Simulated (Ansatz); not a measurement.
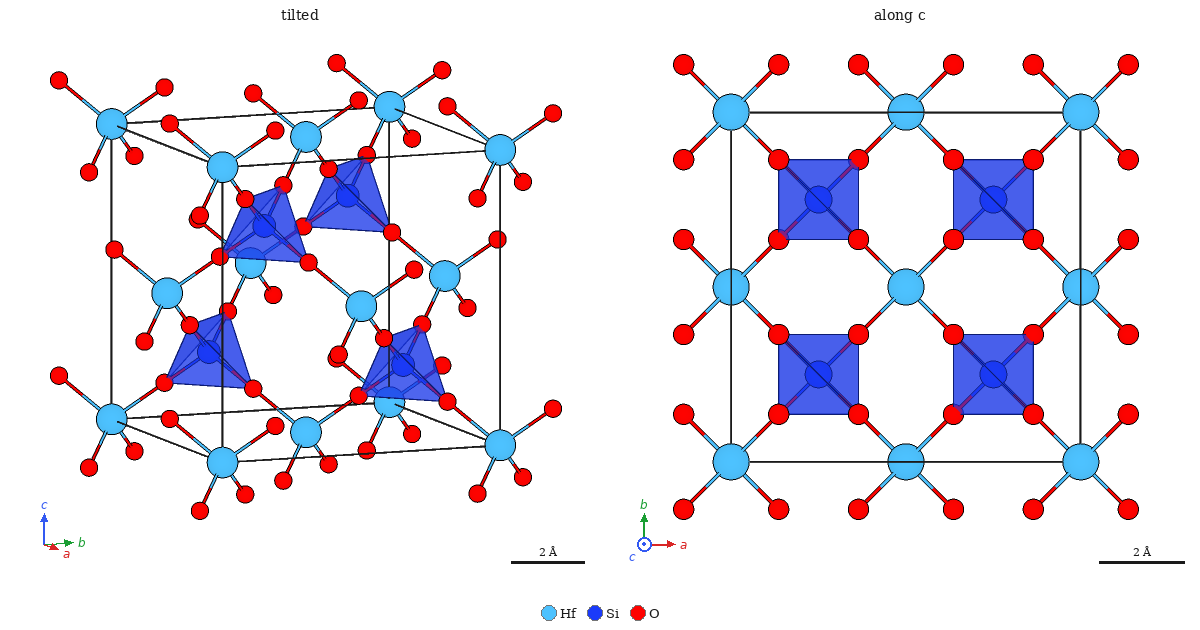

The crystal in a polyhedral representation, seen slightly off an axis and along the c axis. Lines trace the edges of the conventional unit cell. A few atoms beyond the faces are included.

HfSiO4, space group F-43m (No. 216), a = 8.256 Å, b = 8.256 Å, c = 8.256 Å, α = 90.00°, β = 90.00°, γ = 90.00°. The initial geometry was a structure type filled with these elements by a generator (whether the compound takes this form wasn't checked). Earlier steps of the study may have refined or changed the cell and positions. A calculation with Ansatz used it as input.

This one geometry was computed with Ansatz (DFT, plane waves, PAW) at four levels of theory: PBEsol, HSE06, PBE and r2SCAN.

Q: Which level gives the highest pressure at this volume, and what does that say about its equilibrium volume?

A: Highest: PBE (0.0 GPa), which points to the largest equilibrium volume. Lowest, with the smallest volume: HSE06 (-2.5 GPa) and r2SCAN (-2.4 GPa). Levels within 0.5 GPa of each other can't be told apart.

Q: How does the band gap change with the level of theory?

A: PBE: a gap of 4.76 eV, direct; PBEsol: a gap of 4.87 eV, direct; r2SCAN: a gap of 5.33 eV, direct; HSE06: a gap of 6.27 eV, direct.

Q: Collect the results in a table.

A:
| level | cutoff (eV) | k-mesh of the run's cell | gap (eV) | pressure (GPa) |
| --- | --- | --- | --- | --- |
| PBEsol | 420 | 6×6×6 | 4.87 | -1.9 |
| HSE06 | 420 | 4×4×4 | 6.27 | -2.5 |
| PBE | 420 | 6×6×6 | 4.76 | 0.0 |
| r2SCAN | 500 | 6×6×6 | 5.33 | -2.4 |

Gaps are taken on the k-mesh or band path of each run.
